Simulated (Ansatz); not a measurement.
## Single-point calculation, with input and output: Ge$_{2}$Se

The run: single-point calculation of Ge$_{2}$Se (3 atoms in the cell). Method and program: DFT PBE, scalar-relativistic, plane waves, PAW, no spin polarisation (Ansatz 0.2.0).

The structure was made by swapping elements on the sites of another compound; it need not be a known phase. It belongs to a series of runs on one base structure; here: 3R molybdenite type (R3m, No. 160). Figures and captions count atoms from 1; the log counts them from 0 in places.

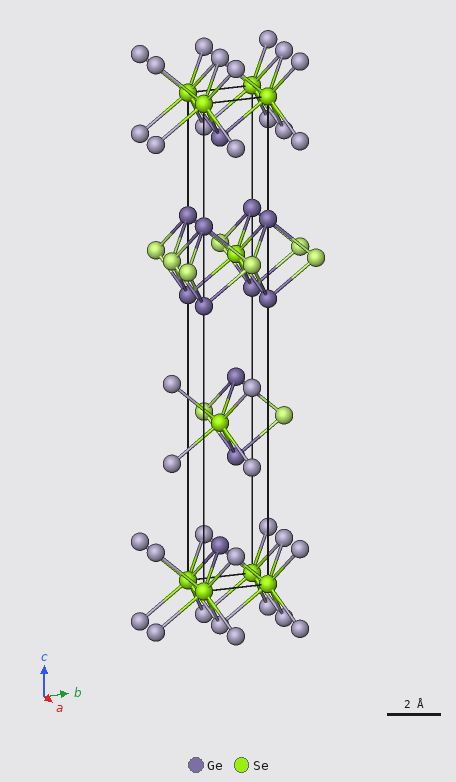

*The structure (ball-and-stick view of the cell 3 times as large as that of the calculation, set on its symmetry axes, seen slightly off an axis; neighbours outside the cell are drawn fainter).*

Results in brief

| quantity | value |
| --- | --- |
| outcome | converged |
| space group (tolerance 0.01 Å) | R3m (160) |
| electrons treated | 44 |
| free energy | −14056.3484 eV |
| Fermi energy | 11.957 eV |
| gap on the k-point mesh | none (metallic) |
| pressure | 28.44 GPa |
| largest force (length of the vector) | 4.651 eV/Å |
| hardware | 1 thread of Intel Xeon (Granite Rapids), 192 GiB of memory available, shared host |
| wall time | 2.1 s |
| peak memory | 0.35 GiB |

The cell is under a pressure of 28 GPa at this level, so it is not at its equilibrium volume.

Input
```yaml
crystal:
  lattice:
    - [1.6247776217, 0.9380657972, 6.2908930191]
    - [-1.6247776217, 0.9380657972, 6.2908930191]
    - [0.0, -1.8761315945, 6.2908930191]
  atoms:
    - { symbol: Ge, position: [0.7484, 0.7484, 0.7484] }
    - { symbol: Ge, position: [0.5849, 0.5849, 0.5849] }
    - { symbol: Se, position: [0.0, 0.0, 0.0] }
basis:
  ecutwfc: 420
kpoints:
  mp_grid: { grid: [6, 6, 6] }
hamiltonian:
  xc: pbe
scf:
  occupations: { method: gaussian, width: 0.1 }
  lower_state_search: "off"
output:
  forces: true
  stress: true
  eigenvalues: true
```

Launched with:
```bash
ansatz run input.yaml --threads 1 --pin off --max-ram 2560MiB --backend cpu --events-out ev --progress --plain --runs-dir out
```

Output
```
basis.fft_grid_basis auto: the FFT boxes are laid along the combinations [[1, 0, -1], [0, 1, -1], [0, 0, 1]] of the cell's own vectors, 3.250, 3.250 and 6.565 Å long. The dense box has 24×24×45 points. Along the cell's own vectors, as sized, it would have 45×45×45, 3.52 times as many. Of the 6 symmetry operations that the crystal satisfies within crystal.symmetry.tolerance (time reversal apart; of a slab, those that keep its plane) the dense box along the cell's own vectors carries 6, and the one as laid loses 4 of those. basis.fft_grid_basis: typed keeps the cell's own vectors: state it where this run's energies or levels are differenced outside the engine with another run's, or held beside a run that keeps those vectors.
Engine: ansatz 0.2.0, x86_64-unknown-linux-gnu
Pseudopotentials: kind: paw
Pseudopotential: Ge, paw, valence charge 14, recommended cutoff 420 eV (normal), Ge.paw.azcp
Pseudopotential: Se, paw, valence charge 16, recommended cutoff 420 eV (normal), Se.paw.azcp
Functional definition: PBE
  parameter kappa = 0.804
  parameter beta = 0.06672455060314922
  exchange = pbe_x(kappa = kappa, mu = beta*pi^2/3)
  correlation = pbe_c(beta = beta)
Crystal: 3 atoms, lattice volume = 57.530 Å³
Basis set: ecut = 420 eV, 1167 PW (Γ), FFT grids on a1−a3, a2−a3, a3, exchange–correlation on 48×48×90 points (8 copies of the dense FFT grid, shifted against one another)
Bands: 27, of which v1, the nominal top of the filled ones, is band 22 counted from 1 (21 counted from 0)
Symmetry: 6 space group operations
Space group: R3m (ITA 160), of the structure as read, at distance tolerance 3.9e-5 Å
k-points: 32 of 216 (time reversal used)
Non-local potential: Ge, projectors of the file, l = 0: 2, l = 1: 2, l = 2: 3, l = 3: 1
Non-local potential: Se, projectors of the file, l = 0: 2, l = 1: 2, l = 2: 3, l = 3: 1
PAW form: soft (Blöchl's): semilocal exchange-correlation on the pseudo side does not see the compensation charge
PAW one-centre angular grid: Ge, 590 points (default); XC on 64 Gauss nodes
PAW one-centre angular grid: Se, 590 points (default); XC on 64 Gauss nodes
Initial density: superposition of atomic densities (neutral atoms: chi_scale 0, normalization atom), corrected by the library's trained network
Initial wavefunctions: pseudopotential atomic-orbital guess
Functional: x = pbe(κ = 0.804, μ = 0.2195149727645171), c = pbe(β = 0.06672455060314922)
SCF iter   1: F=—  HF=-14056.350007 eV  |F-HF|=—  |Δ(HF+E_count)|=         —  Δρ=3.91e-3  dr2=6.73e-3  ethr=1.77e-3  ⟨swp⟩=5.4  Hψ=3556  notcnv=0
preconditioner: auto → LDOS  [metal: Δε(μ)=0.044 eV  Ē_g=20.975 eV  σ=0.100 eV  W_gap=0.24  n_scr=22 (ndim 8)  ℏωp=28.5 eV  f_vac=0.014  D(μ)=1.68/eV (n_scr^D=10)  β→1.0]
SCF iter   2: F=—  HF=-14056.348796 eV  |F-HF|=—  |Δ(HF+E_count)|=   1.21e-3  Δρ=1.11e-3  dr2=1.42e-3  ethr=1.53e-5  ⟨swp⟩=2.0  Hψ=1794  notcnv=0
SCF iter   3: F=—  HF=-14056.348609 eV  |F-HF|=—  |Δ(HF+E_count)|=   1.87e-4  Δρ=7.92e-4  dr2=2.68e-4  ethr=3.23e-6  ⟨swp⟩=2.0  Hψ=1545  notcnv=0
SCF iter   4: F=—  HF=-14056.348402 eV  |F-HF|=—  |Δ(HF+E_count)|=   2.07e-4  Δρ=1.77e-4  dr2=2.30e-5  ethr=6.09e-7  ⟨swp⟩=2.0  Hψ=1481  notcnv=0
SCF iter   5: F=—  HF=-14056.348424 eV  |F-HF|=—  |Δ(HF+E_count)|=   2.23e-5  Δρ=6.69e-5  dr2=4.31e-6  ethr=5.23e-8  ⟨swp⟩=2.0  Hψ=1543  notcnv=0
SCF iter   6: F=-14056.348424 eV  HF=-14056.348424 eV  |F-HF|=6.86e-8  |Δ(HF+E_count)|=   4.91e-7  Δρ=1.27e-5  dr2=9.18e-8  ethr=2.27e-10  ⟨swp⟩=5.2  Hψ=4292  notcnv=0
SCF 1 converged in 6 iterations: F = -14056.348424 eV  dr2 = 9.18e-8
  greatest PAW one-centre occupation: 1.000 electrons in one spin orbital (limit 2), on the Se atom at site 2 (counted from 0), in its partial waves of l = 2
```

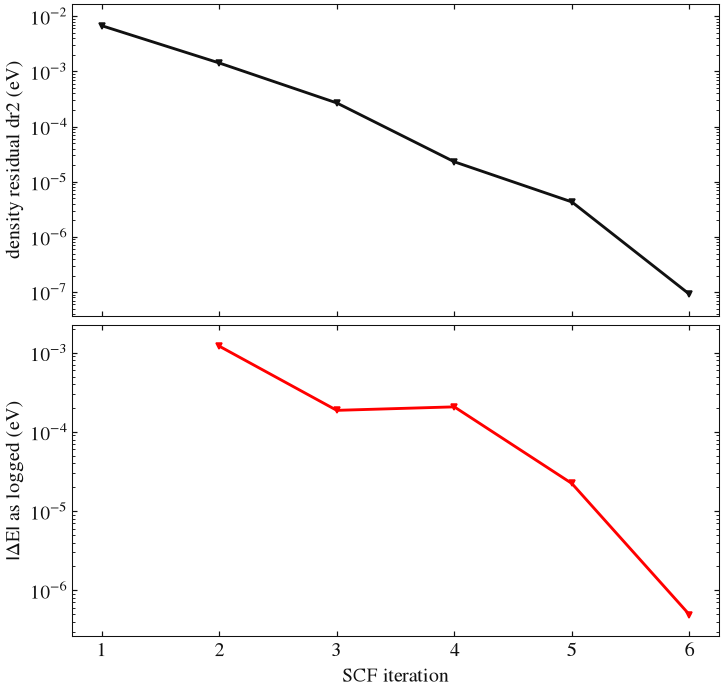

*Convergence of the self-consistent field: density residual dr2 and size of the energy change against the SCF iteration.*

The residual falls at every step.

```
SCF converged after 6 iterations
Free energy (F): -14056.348424 eV
Harris-Foulkes:  -14056.348424 eV  (|F-HF|=6.86e-8)
Internal energy: -14056.340039 eV  (E = F + TS)
E sigma→0 (E₀):  -14056.344232 eV
Entropy (-TS):   -0.008385 eV (-2.795 meV/atom)
Fermi energy:    11.956680 eV
--- Per-component energies (eV) ---
  E_band       = -579.569187
  E_kinetic    = 350.174973
  E_local      = -7557.438522  (includes V_loc(G=0)·N_el)
  E_nonlocal   = 236.073985
  E_hartree    = 3508.392927
  E_xc         = -260.384014
  E_vxc        = -233.784378  (∫ρ·V_xc dr)
  E_paw        = -5942.761238  (= ΣΔE_a)
  E_vpaw       = -391.387788  (= ΣTr[D̂ρ^β])
  E_aug_tail   = -0.000009  (compensation charges beyond the density's cutoff)
  E_ewald      = -4390.398141
  E_smearing   = -0.008385  (= −TS)
  E_closure    = 0.000000  (closes the sum)
  Σ components = -14056.348424   (vs F -14056.348424, Δ=0.00e0)
--- Forces (eV/Å), atoms counted from 1 ---
  atom   1  Ge     0.00000000    -0.00000000     4.55666698
  atom   2  Ge     0.00000000     0.00000000    -4.65093229
  atom   3  Se     0.00000000    -0.00000000     0.09426451
  max |Σ_I F_I| component: 8.03e-7 eV/Å
--- Stress (GPa, compression-positive) ---
       25.801301       0.000000      -0.000000
        0.000000      25.801301      -0.000000
        0.000000      -0.000000      33.728970
  P = ⅓ Tr σ = 28.4439 GPa (284.439 kbar)
--- Band table (eV; the first three rows and the last of 32) ---
  k-point 0: bands = ["-37.7847", "-37.7807", "-37.7807", "-37.7588", "-37.7588", "-13.3792", "-13.3503", "-13.3503", "-13.3306", "-13.3306", "-13.3293", "-13.3225", "-13.3225", "-13.3076", "-13.3076", "-6.6430", "-0.0498", "3.7523", "9.4690", "9.4690", "10.8056", "12.4266", "15.5824", "15.5824", "16.2660", "16.2660", "16.6734"]
  k-point 1: bands = ["-37.7840", "-37.7812", "-37.7808", "-37.7588", "-37.7574", "-13.3736", "-13.3643", "-13.3490", "-13.3383", "-13.3271", "-13.3257", "-13.3225", "-13.3158", "-13.3090", "-13.2998", "-6.1804", "0.4374", "3.9932", "6.7665", "8.7080", "10.5317", "13.1150", "13.6764", "15.2135", "15.4574", "16.8223", "17.6155"]
  k-point 2: bands = ["-37.7826", "-37.7823", "-37.7811", "-37.7587", "-37.7546", "-13.3940", "-13.3635", "-13.3524", "-13.3504", "-13.3300", "-13.3269", "-13.3220", "-13.2984", "-13.2962", "-13.2796", "-4.9181", "1.8563", "2.2097", "6.3389", "7.6490", "7.9658", "11.5031", "12.9743", "13.9075", "14.1325", "16.3691", "18.0875"]
  k-point 31: bands = ["-37.7847", "-37.7807", "-37.7807", "-37.7588", "-37.7588", "-13.3766", "-13.3518", "-13.3518", "-13.3316", "-13.3292", "-13.3292", "-13.3232", "-13.3232", "-13.3068", "-13.3068", "-6.6250", "-0.4196", "5.4946", "7.6582", "9.4632", "9.4632", "13.5169", "15.4932", "15.4932", "16.4601", "16.4601", "17.3816"]
```

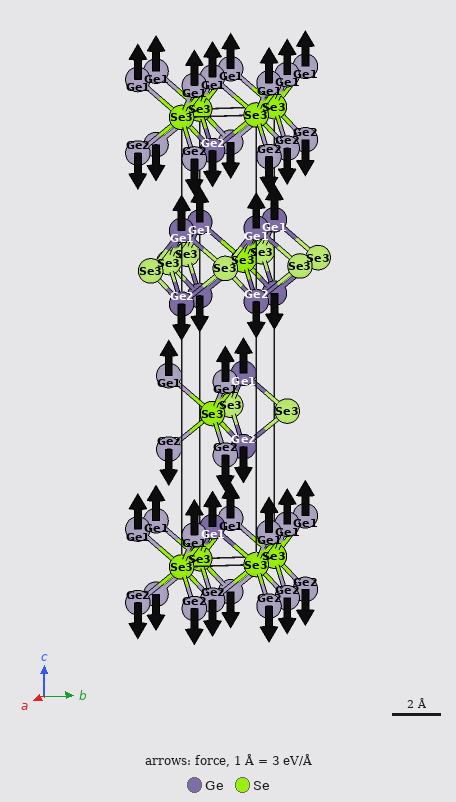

*Forces on the atoms as black arrows (ball-and-stick view of the cell 3 times as large as that of the calculation, set on its symmetry axes, seen slightly off an axis; neighbours outside the cell are drawn fainter; atoms are numbered from 1 in the order of the input); the smallest are left out.*

The largest act on Ge2 (4.65 eV/Å); Ge1 (4.56 eV/Å). The geometry is not a stationary point of this energy.

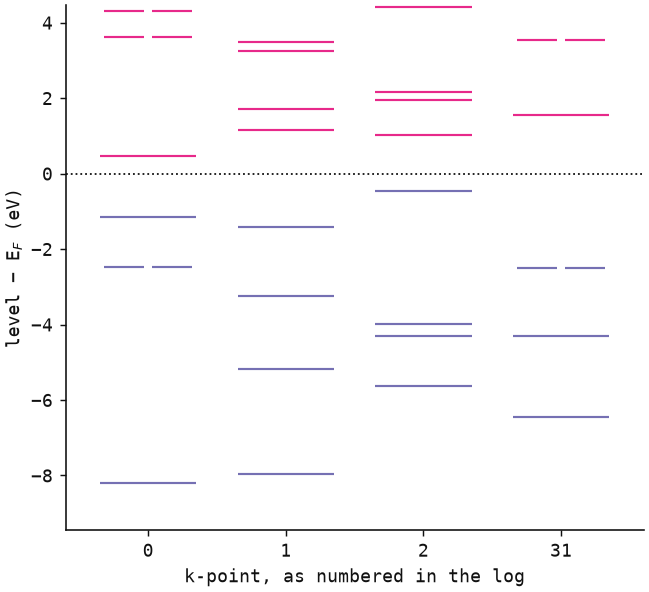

*Kohn–Sham levels near the Fermi level (dotted) at the few k-points that the log prints; levels within 0.02 eV of each other stand side by side.*

The system is metallic on the full mesh.
